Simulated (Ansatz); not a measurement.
**Zr₂O: single-point calculation**

Zr₂O (P4₂/nnm, 6 atoms in the cell), computed with DFT PBEsol, scalar-relativistic, plane waves, PAW, no spin polarisation (Ansatz 0.2.0).

The structure derives from a Materials Project entry. It belongs to a series of runs on one base structure; here: ratio of the length along z to the lengths across it x 0.92, volume and fractional coordinates fixed. Figures and captions count atoms from 1; the log counts them from 0 in places.

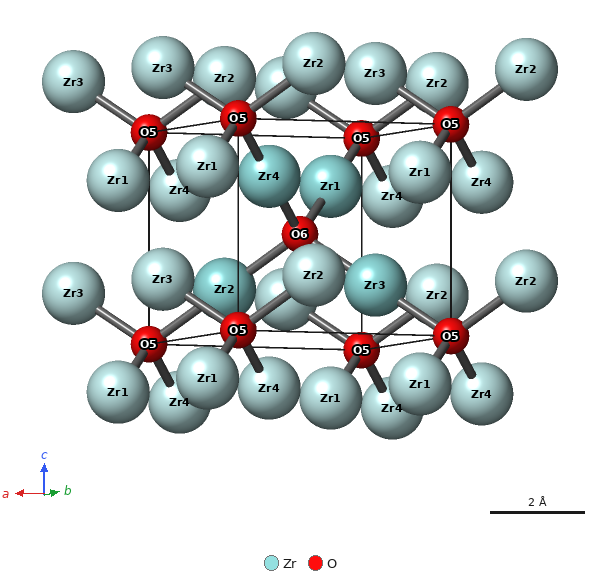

The structure as given in the input (ball-and-stick view of the cell of the calculation, seen at an oblique angle; neighbours outside the cell are drawn fainter; atoms are numbered from 1 in the order of the input). An atom can appear more than once, as a periodic image. Near neighbours in the periodic cell (some may lie outside the picture): Zr has 2 O at 2.08 Å; O has 4 Zr at 2.08 Å.

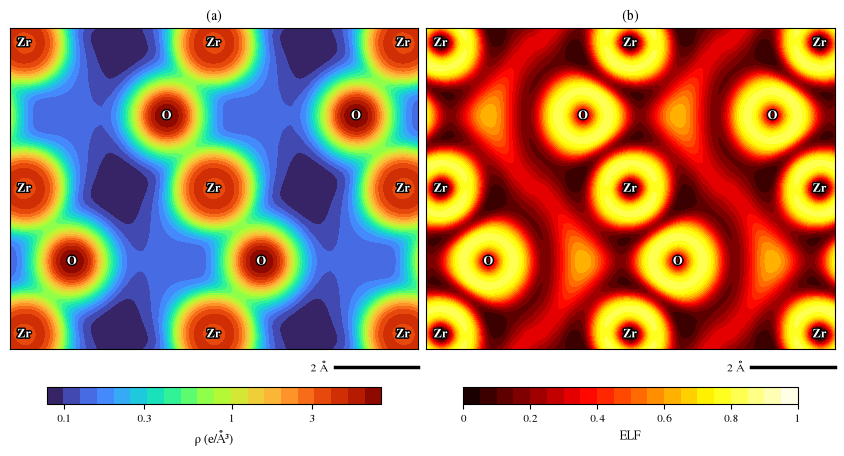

(a) valence electron density; (b) electron localisation function on the (11̄0) plane of the conventional cell. Atoms in the plane: Zr and O. Zr–O (2.08 Å): ρ is about 0.7 e/Å³ halfway; the ELF peaks at about 0.80 in the valence shell of O, 0.6 Å from its nucleus, and drops to about 0.20 between the two atoms (a polar contact without a shared pair, in a metal). Away from the nuclei the density in this plane falls to 0.08 e/Å³ at its lowest. The strong features right at Zr lie inside the PAW spheres (semicore, d or f shells) and say nothing about bonding. The fields are those of the smooth PAW valence density.

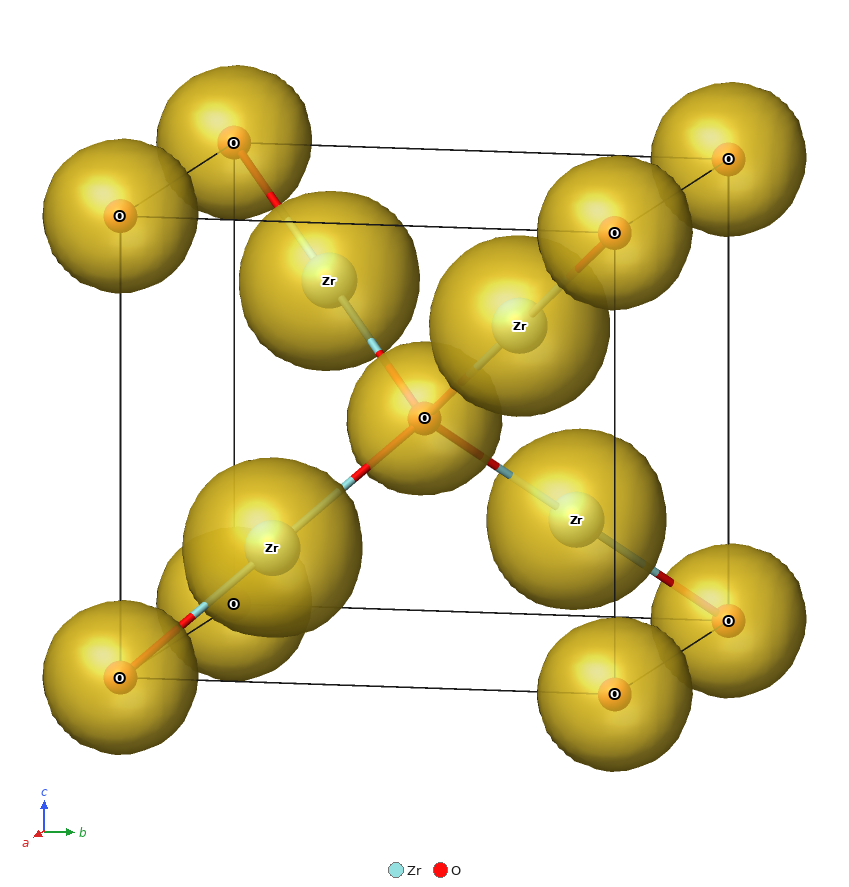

Isosurface of the valence pseudo-density at 1 e/Å³ (yellow), seen slightly off an axis. Sticks mark near contacts. The outline is the cell set on symmetry axes. At this value the density breaks into separate islands; it holds about 60 % of the electrons treated as valence (semicore included). It is pinched off along the Zr–O (2.08 Å) contacts. On the grid the lowest density along these lines, outside the cores, is 0.67 e/Å³ (Zr–O, 2.08 Å).

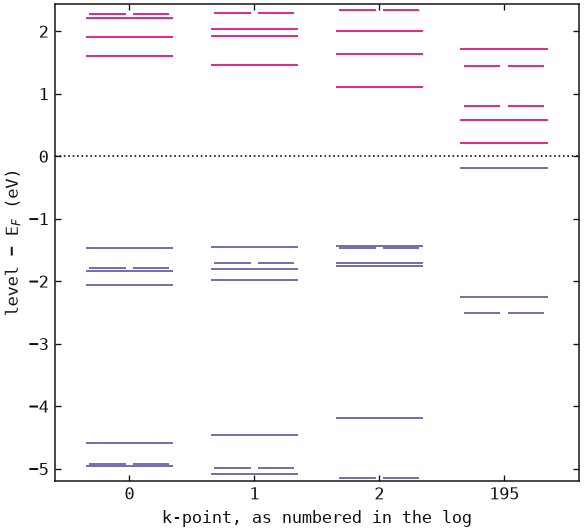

Kohn–Sham levels near the Fermi level (dotted) at the few k-points that the log prints; levels within 0.02 eV of each other stand side by side. The system is metallic on the full mesh.

The input that produced these results follows, with the program's output.

The input
```yaml
crystal:
  lattice:
    - [4.9355781721, 0.0, 0.0]
    - [0.0, 4.9355781721, 0.0]
    - [0.0, 0.0, 4.5407319183]
  atoms:
    - { symbol: Zr, position: [0.25, 0.25, 0.75] }
    - { symbol: Zr, position: [0.75, 0.25, 0.25] }
    - { symbol: Zr, position: [0.25, 0.75, 0.25] }
    - { symbol: Zr, position: [0.75, 0.75, 0.75] }
    - { symbol: O, position: [0.0, 0.0, 0.0] }
    - { symbol: O, position: [0.5, 0.5, 0.5] }
basis:
  ecutwfc: 420
kpoints:
  mp_grid: { grid: [12, 12, 12] }
hamiltonian:
  xc: pbesol
scf:
  occupations: { method: gaussian, width: 0.15 }
output:
  forces: true
  stress: true
  eigenvalues: true
  write_density: true
  write_potential: true
  elf: true
  volumetric_format: npy
```

Run as:
```bash
ansatz run input.yaml --threads 1 --pin off --max-ram 2560MiB --backend cpu --events-out ev --progress --plain --runs-dir out
```

What the program printed
```
Engine: ansatz 0.2.0, x86_64-unknown-linux-gnu
Pseudopotentials: kind: paw
Pseudopotential: Zr, paw, valence charge 12, recommended cutoff 420 eV (normal), Zr.paw.azcp
Pseudopotential: O, paw, valence charge 6, recommended cutoff 420 eV (normal), O.paw.azcp
Functional definition: PBEsol
  exchange = pbesol_x
  correlation = pbesol_c
Crystal: 6 atoms, lattice volume = 110.612 Å³
Basis set: ecut = 420 eV, 2163 PW (Γ), exchange–correlation on 72×72×64 points (8 copies of the dense FFT grid, shifted against one another)
Bands: 36, of which v1, the nominal top of the filled ones, is band 30 counted from 1 (29 counted from 0)
Symmetry: 16 space group operations
Space group: P42/nnm (ITA 134), of the structure as read, at distance tolerance 4.8e-5 Å
k-points: 196 of 1728
Non-local potential: Zr, projectors of the file, l = 0: 3, l = 1: 2, l = 2: 2, l = 3: 2
Non-local potential: O, projectors of the file, l = 0: 2, l = 1: 2, l = 2: 1
PAW form: soft (Blöchl's): semilocal exchange-correlation on the pseudo side does not see the compensation charge
PAW frozen core: Zr, regenerated for the run's functional, and the local potential with it (the file was generated under x = pbe(κ = 0.804, μ = 0.2195149727645171), c = pbe(β = 0.06672455060314922))
PAW frozen core: O, regenerated for the run's functional, and the local potential with it (the file was generated under x = pbe(κ = 0.804, μ = 0.2195149727645171), c = pbe(β = 0.06672455060314922))
PAW one-centre angular grid: Zr, 590 points (default); XC on 64 Gauss nodes
PAW one-centre angular grid: O, 110 points (default); XC on 64 Gauss nodes
Initial density: superposition of atomic densities (neutral atoms: chi_scale 0, normalization atom), corrected by the library's trained network
Initial wavefunctions: pseudopotential atomic-orbital guess
Functional: x = pbesol(κ = 0.804, μ = 0.12345679012345678), c = pbesol(β = 0.046)
SCF iter   1: F=—  HF=-17640.922451 eV  |F-HF|=—  |Δ(HF+E_count)|=         —  Δρ=6.00e-3  dr2=3.31e-2  ethr=1.77e-3  ⟨swp⟩=4.2  Hψ=26817  notcnv=0
preconditioner: auto → Kerker (q_TF=auto, 2.464 Å⁻¹)  [metal: Δε(μ)=0.004 eV  Ē_g=5.030 eV  σ=0.150 eV  W_gap=0.02  n_scr=26 (ndim 8)  ℏωp=17.3 eV  f_vac=0.000  D(μ)=8.15/eV (n_scr^D=84)]
SCF iter   2: F=—  HF=-17640.917404 eV  |F-HF|=—  |Δ(HF+E_count)|=   5.05e-3  Δρ=2.90e-3  dr2=1.13e-2  ethr=5.51e-5  ⟨swp⟩=2.0  Hψ=9556  notcnv=0
SCF iter   3: F=—  HF=-17640.915854 eV  |F-HF|=—  |Δ(HF+E_count)|=   1.55e-3  Δρ=1.64e-3  dr2=2.38e-3  ethr=1.88e-5  ⟨swp⟩=2.1  Hψ=9430  notcnv=0
SCF iter   4: F=—  HF=-17640.915390 eV  |F-HF|=—  |Δ(HF+E_count)|=   4.65e-4  Δρ=3.13e-4  dr2=8.98e-5  ethr=3.96e-6  ⟨swp⟩=2.0  Hψ=9460  notcnv=0
SCF iter   5: F=—  HF=-17640.915321 eV  |F-HF|=—  |Δ(HF+E_count)|=   6.88e-5  Δρ=3.81e-5  dr2=1.53e-6  ethr=1.50e-7  ⟨swp⟩=2.2  Hψ=12908  notcnv=0
SCF iter   6: F=-17640.915321 eV  HF=-17640.915321 eV  |F-HF|=8.84e-9  |Δ(HF+E_count)|=   4.92e-8  Δρ=7.08e-6  dr2=4.95e-8  ethr=1.67e-10  ⟨swp⟩=7.5  Hψ=49209  notcnv=0
SCF 1 converged in 6 iterations: F = -17640.915321 eV  dr2 = 4.95e-8
  greatest PAW one-centre occupation: 0.997 electrons in one spin orbital (limit 2), on the Zr atom at site 3 (counted from 0), in its partial waves of l = 0
SCF converged after 6 iterations
Free energy (F): -17640.915321 eV
Harris-Foulkes:  -17640.915321 eV  (|F-HF|=8.84e-9)
Internal energy: -17640.821769 eV  (E = F + TS)
E sigma→0 (E₀):  -17640.868545 eV
Entropy (-TS):   -0.093551 eV (-15.592 meV/atom)
Fermi energy:    12.926674 eV
--- Per-component energies (eV) ---
  E_band       = -438.986405
  E_kinetic    = 1685.785034
  E_local      = -3506.424828  (includes V_loc(G=0)·N_el)
  E_nonlocal   = 421.030250
  E_hartree    = 1153.095252
  E_xc         = -787.392722
  E_vxc        = -948.229936  (∫ρ·V_xc dr)
  E_paw        = -11904.985579  (= ΣΔE_a)
  E_vpaw       = -397.343767  (= ΣTr[D̂ρ^β])
  E_aug_tail   = 0.005055  (compensation charges beyond the density's cutoff)
  E_ewald      = -4702.667689
  E_core_change = 0.733458  (= ΣΔE_core)
  E_smearing   = -0.093551  (= −TS)
  E_closure    = -0.000000  (closes the sum)
  Σ components = -17640.915321   (vs F -17640.915321, Δ=0.00e0)
--- Forces (eV/Å), atoms counted from 1 ---
  atom   1  Zr     0.00000000    -0.00000000     0.00000000
  atom   2  Zr     0.00000000     0.00000000     0.00000000
  atom   3  Zr     0.00000000     0.00000000     0.00000000
  atom   4  Zr     0.00000000    -0.00000000     0.00000000
  atom   5  O      0.00000000     0.00000000     0.00000000
  atom   6  O      0.00000000     0.00000000    -0.00000000
  max |Σ_I F_I| component: 1.44e-28 eV/Å
--- Stress (GPa, compression-positive) ---
       -1.653360       0.000000       0.000000
        0.000000      -1.653360       0.000000
        0.000000       0.000000       2.012094
  P = ⅓ Tr σ = -0.4315 GPa (-4.315 kbar)
--- Band table (eV; the first three rows and the last of 196) ---
  k-point 0: bands = ["-36.1282", "-36.0252", "-36.0252", "-36.0027", "-15.5363", "-14.3934", "-14.3934", "-14.3366", "-14.3038", "-14.2947", "-14.0333", "-14.0333", "-13.9072", "-13.8393", "-13.8393", "-13.8314", "-7.8401", "-5.4870", "5.2076", "5.2076", "5.3836", "7.9648", "7.9939", "7.9939", "8.3390", "10.8715", "11.0824", "11.1316", "11.1316", "11.4590", "14.5380", "14.8283", "15.1357", "15.2076", "15.2076", "15.7100"]
  k-point 1: bands = ["-36.1260", "-36.0251", "-36.0251", "-36.0049", "-15.5189", "-14.3915", "-14.3915", "-14.3294", "-14.3202", "-14.2972", "-14.0325", "-14.0325", "-13.9141", "-13.8432", "-13.8432", "-13.8431", "-7.7960", "-5.5261", "5.2400", "5.2400", "5.4232", "7.8461", "7.9355", "7.9355", "8.4695", "10.9501", "11.1159", "11.2193", "11.2193", "11.4702", "14.3924", "14.8558", "14.9644", "15.2226", "15.2226", "15.6672"]
  k-point 2: bands = ["-36.1198", "-36.0251", "-36.0251", "-36.0111", "-15.4673", "-14.3942", "-14.3864", "-14.3864", "-14.3081", "-14.2780", "-14.0299", "-14.0299", "-13.9345", "-13.8756", "-13.8544", "-13.8544", "-7.6685", "-5.6404", "5.3331", "5.3331", "5.5371", "7.6227", "7.7781", "7.7781", "8.7369", "11.1720", "11.2162", "11.4652", "11.4652", "11.4884", "14.0326", "14.5545", "14.9374", "15.2668", "15.2668", "15.5370"]
  k-point 195: bands = ["-36.0593", "-36.0405", "-36.0405", "-36.0393", "-15.5694", "-14.5073", "-14.5073", "-14.5033", "-14.1501", "-14.1501", "-14.0942", "-13.8907", "-13.8832", "-13.8607", "-13.8454", "-13.8454", "-7.8154", "-5.4905", "5.4455", "5.4455", "5.5631", "7.6388", "7.7320", "7.7320", "10.4129", "10.4129", "10.6806", "12.7326", "13.1445", "13.5091", "13.7313", "13.7313", "14.3666", "14.3666", "14.6346", "15.4107"]
```

Summary

| quantity | value |
| --- | --- |
| outcome | converged |
| space group (tolerance 0.01 Å) | P4₂/nnm (134) |
| electrons treated | 60 |
| free energy | −17640.9153 eV |
| Fermi energy | 12.927 eV |
| gap on the k-point mesh | none (metallic) |
| pressure | −0.43 GPa |
| largest force (length of the vector) | under 0.001 eV/Å |
| hardware | 1 thread of Intel Xeon @ 2.70GHz, 189 GiB of memory available, shared host |
| wall time | 61 s |
| peak memory | 0.76 GiB |
